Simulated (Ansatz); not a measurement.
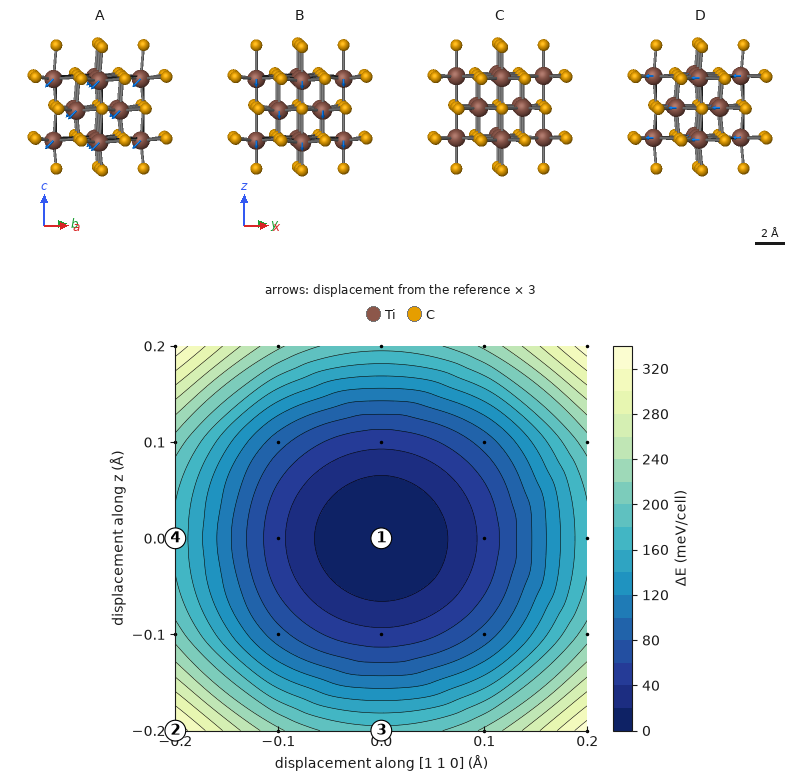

Energy scan for a crystal of TiC (Fm-3m), in which the Ti atom (one in each cell of 2 atoms) is moved over the plane of the Cartesian directions [1 1 0] and z, all else fixed. The map is interpolated between the computed points (dots). The frames are shuffled; each belongs to one numbered point. The picture is a ball-and-stick view of the conventional cell (4 times the calculation's cell), seen nearly along the normal of the scanned plane. Blue arrows: displacements from the reference. Lengths and directions refer to the drawn axes.

The calculation used DFT PBEsol, scalar-relativistic, plane waves, PAW in Ansatz. Settings: plane-wave cutoff 420 eV; k-point mesh 18 × 18 × 18; occupations gaussian; smearing width 0.15 eV; no spin polarisation. Energies (free energies at the smearing named) are counted from the cell as listed in its source, which wasn't relaxed.

> Which frame belongs to which numbered point?

Point 1 is frame C, at (0.00, 0.00) and 0 meV/cell; 2 is frame A, at (−0.20, −0.20) and 334 meV/cell; 3 is frame B, at (0.00, −0.20) and 187 meV/cell; 4 is frame D, at (−0.20, 0.00) and 176 meV/cell. In pairs of (displacement along [1 1 0] (Å); displacement along z (Å)): the lowest computed point lies at (0.00, 0.00) (0 meV/cell), the highest at (−0.20, −0.20), (0.20, 0.20), (0.20, −0.20), (−0.20, 0.20) (334 meV/cell).  Over the ranges scanned the energy rises by about as much along both axes.
